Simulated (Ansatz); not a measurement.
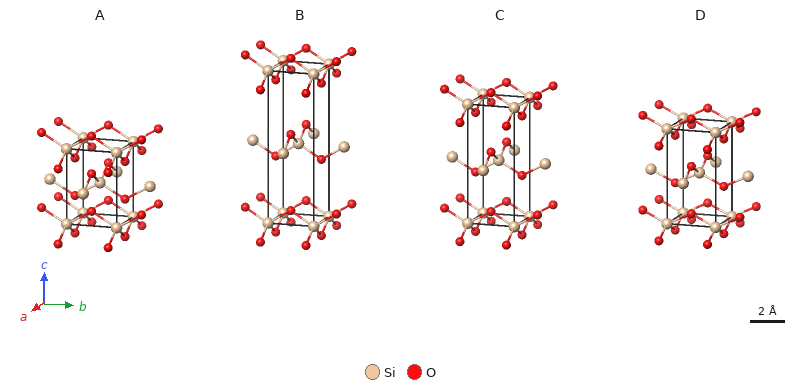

4 geometries from one relaxation of crystalline SiO₂ (a generated structure, set up in P4_2/nmc) (coarse preliminary run), in shuffled order. Style: ball-and-stick. Shown: the cell of the calculation, slightly off an axis.

Case: Hf → Si on all its sites, cell and atoms relaxed.

Method: DFT PBE, scalar-relativistic, plane waves, PAW in Ansatz 0.2.0. (plane-wave cutoff 420 eV; k-point mesh 6 × 6 × 4; occupations gaussian; smearing width 0.1 eV; no spin polarisation; cell and atoms relaxed; force threshold 0.05 eV/Å; at most 60 steps)

Put them in the order of the run, from the start to the converged end.

Answer. A, D, C, B. They are steps 0, 8, 16, 33, at +4.444 eV per cell of the calculation, +1.142 eV per cell of the calculation, +0.346 eV per cell of the calculation relative to the last. After 26 accepted moves (33 points after the start) the energy has fallen by 4.444 eV per cell of the calculation. Largest force component: 2.3 eV/Å at the start, 0.0036 eV/Å at the end. The pressure goes from 25.46 to 0.10 GPa. The SCF was repeated 7 times at an unchanged geometry on a basis and grid sized afresh for the cell, which shifted the energy by 0.391 eV per cell of the calculation at most. The largest moves relative to the cell, 0.93 Å, are those of O atoms. Si stays in place. The volume changes by +68.6 %, with a = b 3.113 → 2.839 Å (−8.8 %), c 4.546 → 9.211 Å (+102.6 %). Among the contacts that change: O–Si 2.090 → 4.010 Å, O–Si 1.787 → 1.657 Å. Bond angles that change, for instance: O–Si–O 121.1° → 117.9°, Si–O–Si 121.1° → 117.9°. The space group stays P4_2/nmc (No. 137).
